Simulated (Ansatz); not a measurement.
NiSi: density-of-states calculation (part 1 of 2)

The run: density-of-states calculation of NiSi (P-1, 16 atoms in the cell). Method and program: DFT PBEsol, scalar-relativistic, plane waves, PAW, no spin polarisation (Ansatz 0.2.0).

The structure was made by swapping elements on the sites of another compound; it need not be a known phase. It belongs to a series of runs on one base structure; here: Ni and Si exchanged on 2 pairs of sites drawn at random in a supercell of the crystal, relaxed. Figures and captions count atoms from 1; the log counts them from 0 in places.

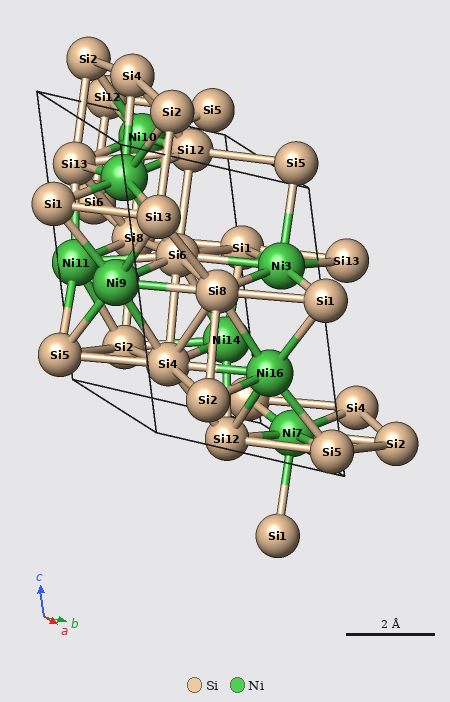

*The input geometry (ball-and-stick view of the reduced cell, seen slightly off an axis; bonded neighbours outside the cell are drawn too; atoms are numbered from 1 in the order of the input).*

### Input
```yaml
crystal:
  lattice:
    - [-5.243657, -0.292497, 0.011634]
    - [-2.789076, -3.778466, 5.126853]
    - [-2.472747, 3.1682, 4.906762]
  atoms:
    - { symbol: Si, position: [0.7738101864, 0.664444345, 0.1691252357] }
    - { symbol: Si, position: [0.8416240286, 0.1590651611, 0.6955852183] }
    - { symbol: Ni, position: [0.2821221511, 0.6969513318, 0.1934945859] }
    - { symbol: Si, position: [0.3250264017, 0.1972760279, 0.6874067417] }
    - { symbol: Si, position: [0.976855493, 0.0854109686, 0.0784555563] }
    - { symbol: Si, position: [0.9090376033, 0.5907857171, 0.5520003206] }
    - { symbol: Ni, position: [0.4685259069, 0.0528931753, 0.0540978372] }
    - { symbol: Si, position: [0.4256477199, 0.5525811418, 0.5601734886] }
    - { symbol: Ni, position: [0.0711401508, 0.444795391, 0.9146467655] }
    - { symbol: Ni, position: [0.0887202379, 0.9266661304, 0.462391809] }
    - { symbol: Ni, position: [0.5913683363, 0.422212084, 0.9103084875] }
    - { symbol: Si, position: [0.5373465716, 0.978962819, 0.4133552575] }
    - { symbol: Si, position: [0.2133181907, 0.7708941559, 0.8342292792] }
    - { symbol: Ni, position: [0.1592842642, 0.3276390003, 0.3372820723] }
    - { symbol: Ni, position: [0.6619587369, 0.8231860279, 0.7851828679] }
    - { symbol: Ni, position: [0.6795246957, 0.3050553696, 0.3329372401] }
basis:
  ecutwfc: 420
kpoints:
  mp_grid: { grid: [8, 5, 6] }
hamiltonian:
  xc: pbesol
scf:
  occupations: { method: gaussian, width: 0.1 }
  n_extra_bands: 8
output:
  forces: true
  stress: true
  eigenvalues: true
  populations: true
  dos:
    method: { smearing: { sigma: 0.1, scheme: gaussian } }
    projected: true
    de: 0.02
  write_density: true
  write_potential: true
  elf: true
  volumetric_format: npy
```

Hardware: 4 threads of Intel Xeon (Sapphire Rapids), 64 GiB of memory available, shared host.

Launch command:
```bash
ansatz run input.yaml --threads 4 --pin off --max-ram 9216MiB --backend cpu --events-out ev --progress --plain --runs-dir out
```

### Log
```
Warning: the atoms were moved onto the symmetric positions of the space group found under crystal.symmetry.tolerance 1.0e-5 (fractional; no operation is sought that the atoms, as they stand in a round, miss by more than twice it, and no atom is moved by as much as it), and the run uses the moved positions. Before a round's move an operation carried an atom to 1.04e-4 Å from where it should land, the largest such distance. Atom 2 (counting from 0) moved farthest, by 5.18e-5 Å; the longest move in fractions of the cell, of whichever atom, is 0.97 of the tolerance, in 1 round. To run the atoms as typed, lower crystal.symmetry.tolerance until the operations that they miss are no longer found, or set crystal.symmetry.detect: false (a key that needs symmetry detection or time reversal refuses this as the deck is read). The positions used, in the order of the run's atom list: position: [0.7738092638875, 0.66444286611875, 0.16912688740625]; position: [0.8416251298374999, 0.15906589991874998, 0.69558449655625]; position: [0.28213003928749997, 0.69695525616875, 0.19349042205625]; position: [0.3250212580875, 0.19727362096875004, 0.68740867425625]; position: [0.9768545704875, 0.08540948971874998, 0.07845720800625001]; position: [0.9090387045375, 0.59078645591875, 0.55199959885625]; position: [0.4685337950875, 0.05289709966874999, 0.05409367335625002]; position: [0.42564257628749996, 0.55257873486875, 0.56017542115625]; position: [0.07113964473750001, 0.44479618861875, 0.9146468104062501]; position: [0.08871266768750001, 0.9266662291687501, 0.46239651825625]; position: [0.5913739532375, 0.42221271976875, 0.91030525530625]; position: [0.5373461076375, 0.97896050946875, 0.41335503685625]; position: [0.2133177267375, 0.77089184636875, 0.83422905855625]; position: [0.1592898811375, 0.32763963606875, 0.33727884010625]; position: [0.6619511666875, 0.82318612666875, 0.78518757715625]; position: [0.6795241896374999, 0.30505616721875, 0.33293728500624997];
scf.n_extra_bands = 8 over 88 filled bands (N_el = 176.0): the run solves 96 bands
Engine: ansatz 0.2.0, x86_64-unknown-linux-gnu
Pseudopotentials: kind: paw
Pseudopotential: Si, paw, valence charge 4, recommended cutoff 420 eV (normal), Si.paw.azcp
Pseudopotential: Ni, paw, valence charge 18, recommended cutoff 420 eV (normal), Ni.paw.azcp
Functional definition: PBEsol
  exchange = pbesol_x
  correlation = pbesol_c
Crystal: 16 atoms, lattice volume = 181.883 Å³
Basis set: ecut = 420 eV, 3547 PW (Γ), exchange–correlation on 72×96×90 points (8 copies of the dense FFT grid, shifted against one another)
Bands: 96, of which v1, the nominal top of the filled ones, is band 88 counted from 1 (87 counted from 0)
Symmetry: 2 space group operations
Space group: P-1 (ITA 2), of the structure as read, at distance tolerance 5.7e-5 Å
k-points: 122 of 240
Non-local potential: Si, projectors of the file, l = 0: 2, l = 1: 2, l = 2: 2
Non-local potential: Ni, projectors of the file, l = 0: 3, l = 1: 2, l = 2: 3, l = 3: 1
PAW form: soft (Blöchl's): semilocal exchange-correlation on the pseudo side does not see the compensation charge
PAW frozen core: Si, regenerated for the run's functional, and the local potential with it (the file was generated under x = pbe(κ = 0.804, μ = 0.2195149727645171), c = pbe(β = 0.06672455060314922))
PAW frozen core: Ni, regenerated for the run's functional, and the local potential with it (the file was generated under x = pbe(κ = 0.804, μ = 0.2195149727645171), c = pbe(β = 0.06672455060314922))
PAW one-centre angular grid: Si, 110 points (default); XC on 64 Gauss nodes
PAW one-centre angular grid: Ni, 590 points (default); XC on 64 Gauss nodes
Initial density: superposition of atomic densities (neutral atoms: chi_scale 0, normalization atom), corrected by the library's trained network
Initial wavefunctions: pseudopotential atomic-orbital guess
Functional: x = pbesol(κ = 0.804, μ = 0.12345679012345678), c = pbesol(β = 0.046)
SCF iter   1: F=—  HF=-51417.517327 eV  |F-HF|=—  |Δ(HF+E_count)|=         —  Δρ=1.80e-2  dr2=3.16e-1  ethr=1.77e-3  ⟨swp⟩=5.2  Hψ=44708  notcnv=0
preconditioner: auto → Kerker (q_TF=auto, 2.713 Å⁻¹)  [metal: Δε(μ)=0.003 eV  Ē_g=5.299 eV  σ=0.100 eV  W_gap=0.02  n_scr=54 (ndim 8)  ℏωp=29.1 eV  f_vac=0.000  D(μ)=6.86/eV (n_scr^D=52)]
SCF iter   2: F=—  HF=-51417.464344 eV  |F-HF|=—  |Δ(HF+E_count)|=   5.30e-2  Δρ=3.13e-3  dr2=1.57e-2  ethr=1.79e-4  ⟨swp⟩=2.0  Hψ=19219  notcnv=0  defer=215
SCF iter   3: F=—  HF=-51417.460826 eV  |F-HF|=—  |Δ(HF+E_count)|=   3.52e-3  Δρ=1.74e-3  dr2=6.06e-3  ethr=8.92e-6  ⟨swp⟩=2.0  Hψ=12440  notcnv=0  defer=215
SCF iter   4: F=—  HF=-51417.459166 eV  |F-HF|=—  |Δ(HF+E_count)|=   1.66e-3  Δρ=5.11e-4  dr2=5.74e-4  ethr=3.44e-6  ⟨swp⟩=2.0  Hψ=18172  notcnv=0  defer=215
SCF iter   5: F=—  HF=-51417.459083 eV  |F-HF|=—  |Δ(HF+E_count)|=   8.27e-5  Δρ=1.77e-4  dr2=5.53e-5  ethr=3.26e-7  ⟨swp⟩=2.1  Hψ=17877  notcnv=0  defer=215
SCF iter   6: F=—  HF=-51417.458956 eV  |F-HF|=—  |Δ(HF+E_count)|=   1.27e-4  Δρ=9.69e-5  dr2=1.34e-5  ethr=3.14e-8  ⟨swp⟩=2.0  Hψ=17360  notcnv=0  defer=215
SCF iter   7: F=—  HF=-51417.458956 eV  |F-HF|=—  |Δ(HF+E_count)|=   3.42e-7  Δρ=2.48e-5  dr2=1.08e-6  ethr=7.59e-9  ⟨swp⟩=2.5  Hψ=15456  notcnv=0  defer=215
SCF iter   8: F=-51417.458955 eV  HF=-51417.458956 eV  |F-HF|=6.79e-8  |Δ(HF+E_count)|=   1.43e-7  Δρ=5.17e-6  dr2=7.50e-8  ethr=5.68e-11  ⟨swp⟩=10.8  Hψ=100113  notcnv=0
SCF 1 converged in 8 iterations: F = -51417.458955 eV  dr2 = 7.50e-8
  greatest PAW one-centre occupation: 1.001 electrons in one spin orbital (limit 2), on the Ni atom at site 13 (counted from 0), in its partial waves of l = 1
```

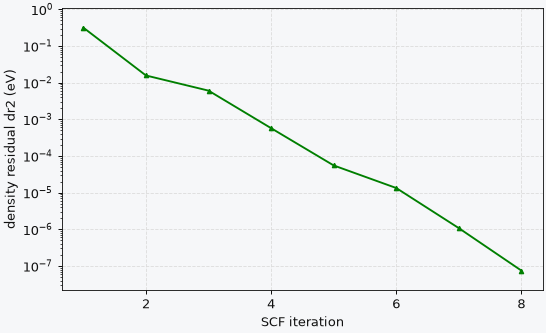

*Convergence of the self-consistent field: density residual dr2 against the SCF iteration.*

The residual falls at every step.

```
SCF converged after 8 iterations
Free energy (F): -51417.458955 eV
Harris-Foulkes:  -51417.458956 eV  (|F-HF|=6.79e-8)
Internal energy: -51417.425155 eV  (E = F + TS)
E sigma→0 (E₀):  -51417.442055 eV
Entropy (-TS):   -0.033801 eV (-2.113 meV/atom)
Fermi energy:    15.839422 eV
--- Per-component energies (eV) ---
  E_band       = -2364.364417
  E_kinetic    = 2638.971641
  E_local      = -36311.991085  (includes V_loc(G=0)·N_el)
  E_nonlocal   = 5302.128052
  E_hartree    = 15759.464529
  E_xc         = -1135.771867
  E_vxc        = -1279.076632  (∫ρ·V_xc dr)
  E_paw        = -16763.909369  (= ΣΔE_a)
  E_vpaw       = -4233.320292  (= ΣTr[D̂ρ^β])
  E_aug_tail   = 0.003852  (compensation charges beyond the density's cutoff)
  E_ewald      = -20908.151705
  E_core_change = 1.830796  (= ΣΔE_core)
  E_smearing   = -0.033801  (= −TS)
  E_closure    = -0.000000  (closes the sum)
  Σ components = -51417.458955   (vs F -51417.458955, Δ=0.00e0)
--- Forces (eV/Å), atoms counted from 1 ---
  atom   1  Si     0.00189408    -0.04888514    -0.05296756
  atom   2  Si     0.07393113    -0.00085859    -0.02345383
  atom   3  Ni     0.02469720    -0.03609581     0.01112758
  atom   4  Si    -0.06454572    -0.08399322    -0.03436644
  atom   5  Si    -0.00189408     0.04888514     0.05296756
  atom   6  Si    -0.07393113     0.00085859     0.02345383
  atom   7  Ni    -0.02469720     0.03609581    -0.01112758
  atom   8  Si     0.06454572     0.08399322     0.03436644
  atom   9  Ni     0.02283984     0.03927838     0.01166689
  atom  10  Ni     0.01584936     0.02004419    -0.03143019
  atom  11  Ni     0.01587556     0.00199679    -0.04933652
  atom  12  Si    -0.02371657     0.01189591     0.03036140
  atom  13  Si     0.02371657    -0.01189591    -0.03036140
  atom  14  Ni    -0.01587556    -0.00199679     0.04933652
  atom  15  Ni    -0.01584936    -0.02004419     0.03143019
  atom  16  Ni    -0.02283984    -0.03927838    -0.01166689
  max |Σ_I F_I| component: 1.73e-17 eV/Å
--- Stress (GPa, compression-positive) ---
       -0.348111      -0.086893      -0.112834
       -0.086891       0.214475       0.022940
       -0.112834       0.022938      -0.307950
  P = ⅓ Tr σ = -0.1472 GPa (-1.472 kbar)
--- Band table (eV; the first three rows and the last of 122) ---
  k-point 0: bands = ["-87.5659", "-87.5614", "-87.4540", "-87.4526", "-87.3720", "-87.3702", "-87.2974", "-87.2967", "-48.2766", "-48.2727", "-48.1632", "-48.1616", "-48.1478", "-48.1474", "-48.1066", "-48.0916", "-48.0394", "-48.0257", "-48.0135", "-47.9915", "-47.9830", "-47.9806", "-47.8999", "-47.8932", "-47.8778", "-47.8761", "-47.8477", "-47.8448", "-47.7733", "-47.7538", "-47.6826", "-47.6769", "1.7675", "5.0804", "5.5611", "6.3177", "6.5292", "7.1382", "7.7792", "7.7896", "8.8490", "8.8790", "8.9627", "10.0018", "10.0050", "10.6563", "10.7293", "11.4995", "11.6405", "11.8174", "11.9152", "11.9981", "12.1650", "12.2522", "12.2548", "12.2795", "12.4826", "12.5657", "12.6553", "12.6600", "12.8572", "12.8801", "12.9687", "13.1470", "13.3220", "13.4784", "13.5173", "13.5859", "13.6013", "13.6581", "13.6796", "13.8469", "13.8539", "13.9028", "13.9225", "14.0083", "14.1654", "14.2391", "14.2476", "14.3986", "14.4673", "14.5109", "14.6458", "14.8213", "14.9710", "15.0719", "15.5619", "15.9718", "16.4225", "16.7021", "16.9797", "17.0145", "17.7523", "18.5172", "18.5492", "18.8170"]
  k-point 1: bands = ["-87.5659", "-87.5615", "-87.4540", "-87.4526", "-87.3720", "-87.3702", "-87.2974", "-87.2967", "-48.2766", "-48.2728", "-48.1631", "-48.1618", "-48.1479", "-48.1474", "-48.1059", "-48.0921", "-48.0394", "-48.0258", "-48.0132", "-47.9913", "-47.9847", "-47.9795", "-47.8998", "-47.8933", "-47.8779", "-47.8760", "-47.8477", "-47.8448", "-47.7733", "-47.7538", "-47.6826", "-47.6769", "1.8740", "4.7029", "5.6928", "5.7446", "6.9408", "7.1454", "7.8478", "7.9349", "8.6628", "9.0677", "9.2941", "10.0215", "10.2695", "10.6322", "11.0239", "11.3181", "11.5033", "11.7125", "11.8771", "11.9900", "12.0335", "12.2102", "12.2866", "12.4074", "12.4653", "12.5253", "12.6206", "12.7449", "12.7680", "12.8935", "13.0196", "13.1127", "13.2059", "13.3899", "13.5249", "13.6356", "13.6415", "13.6543", "13.7190", "13.7760", "13.8663", "13.9449", "13.9736", "14.0085", "14.1273", "14.2505", "14.3340", "14.3973", "14.4581", "14.4948", "14.7321", "14.8170", "15.0260", "15.1608", "15.5071", "15.8173", "16.1013", "16.4433", "16.8607", "17.6265", "17.7493", "18.0143", "18.3518", "18.5083"]
```
